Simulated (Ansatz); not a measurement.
SiC (space group P6_3mc, No. 186). Coordinates: coordinates from a relaxation with Ansatz 0.2.0, DFT, LDA, plane waves, PAW.

```cif
data_structure
_symmetry_space_group_name_H-M 'P6_3mc'
_symmetry_Int_Tables_number 186
_cell_length_a 3.0564
_cell_length_b 3.0564
_cell_length_c 5.0158
_cell_angle_alpha 90.000
_cell_angle_beta 90.000
_cell_angle_gamma 120.000
_cell_volume 40.58
loop_
_atom_site_label
_atom_site_type_symbol
_atom_site_symmetry_multiplicity
_atom_site_Wyckoff_symbol
_atom_site_fract_x
_atom_site_fract_y
_atom_site_fract_z
_atom_site_occupancy
Si1 Si 2 b 0.33333 0.66667 0.49959 1
C1 C 2 b 0.33333 0.66667 0.87541 1
```

Describe the stacking along c, naming the columns A, B, C as they first turn up.

Si(A) – C(A) – Si(B) – C(B) (four layers in 5.02 Å).

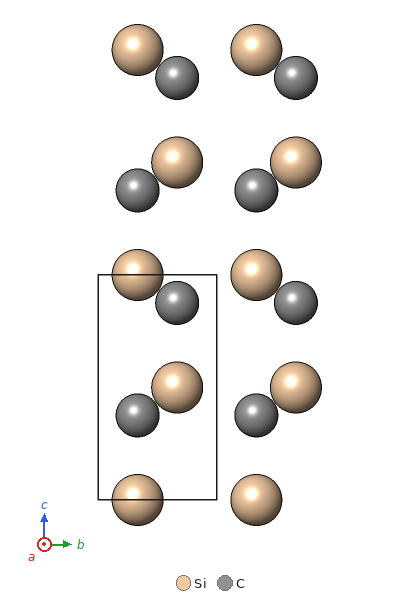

Projection along an edge of the hexagonal mesh, stacking direction c upwards. Every atom sits on one of the three columns of the mesh; call them A, B, C in the order in which they first turn up. The sequence starts with the first layer at or above the cell's origin.
